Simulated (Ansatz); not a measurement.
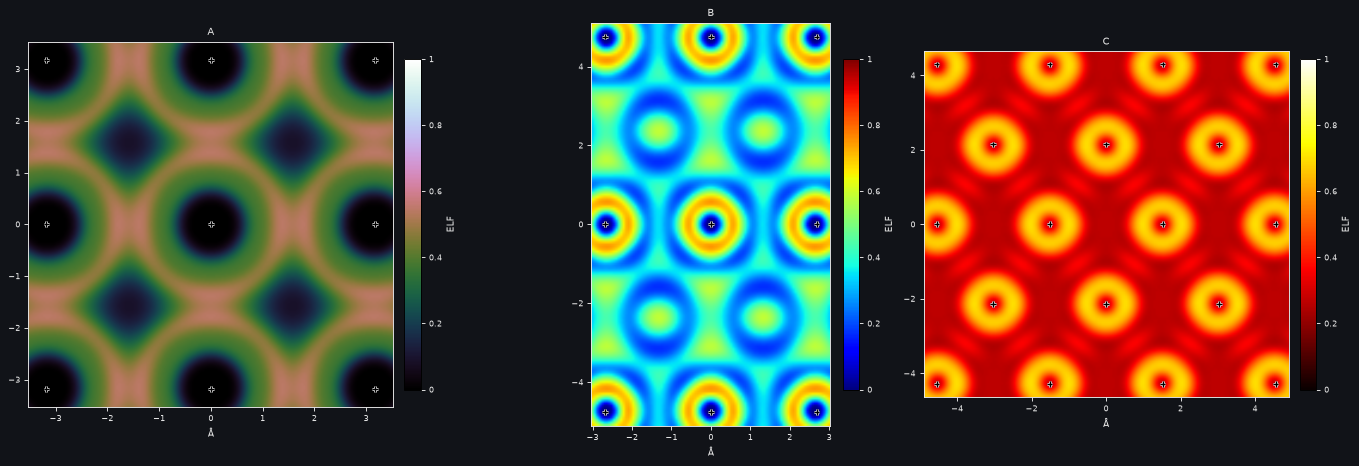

The electron localisation function of 3 systems, each on a plane through atoms (crosses mark nuclei in the plane).

Theory: Ansatz, DFT, PBEsol, plane waves (420 eV) with PAW, scalar-relativistic.

System 1: W, the (010) plane of the conventional cell. Space group P6₃/mmc; set up as W, hcp; a generated structure, not necessarily the stable one; changed on purpose from its base cell (volume × 0.92); computed pressure about 29 GPa in this cell.

```
CELL_PARAMETERS angstrom
2.67741 0.00000 0.00000
-1.33870 2.31870 0.00000
0.00000 0.00000 4.75819
ATOMIC_POSITIONS crystal
W 0.33333 0.66667 0.25000
W 0.66667 0.33333 0.75000
```

System 2: Ir, the (101̄) plane of the conventional cell. Space group Im-3m; set up as Ir, bcc; a generated structure, not necessarily the stable one; changed on purpose from its base cell (volume × 0.96); computed pressure about 16 GPa in this cell; computed without spin polarisation.

```cif
data_structure
_symmetry_space_group_name_H-M 'P 1'
_symmetry_Int_Tables_number 1
_cell_length_a 3.0357
_cell_length_b 3.0357
_cell_length_c 3.0357
_cell_angle_alpha 90.000
_cell_angle_beta 90.000
_cell_angle_gamma 90.000
_cell_volume 27.97
loop_
_atom_site_label
_atom_site_type_symbol
_atom_site_fract_x
_atom_site_fract_y
_atom_site_fract_z
_atom_site_occupancy
Ir1 Ir 0.00000 0.00000 0.00000 1
Ir2 Ir 0.50000 0.50000 0.50000 1
```

System 3: Sb, the (010) plane of the conventional cell. Space group Pm-3m; set up as Sb, simple cubic; a generated structure, not necessarily the stable one; changed on purpose from its base cell (volume × 1.12); computed pressure about −5 GPa in this cell; computed without spin polarisation.

```xyz
1
Lattice="3.1771 0.0000 0.0000 0.0000 3.1771 0.0000 0.0000 0.0000 3.1771" Properties=species:S:1:pos:R:3 pbc="T T T"
Sb    0.0000    0.0000    0.0000
```

**Which map belongs to which system?**

Panel A is system 3, Sb: the plane holds Sb. Sb–Sb (3.18 Å): the ELF is about 0.55 at the midpoint. Panel B is system 1, W: the plane holds W. W–W (2.68 Å): the ELF is about 0.35 at the midpoint. Panel C is system 2, Ir: the plane holds Ir. Ir–Ir (2.63 Å): the ELF is about 0.35 at the midpoint.
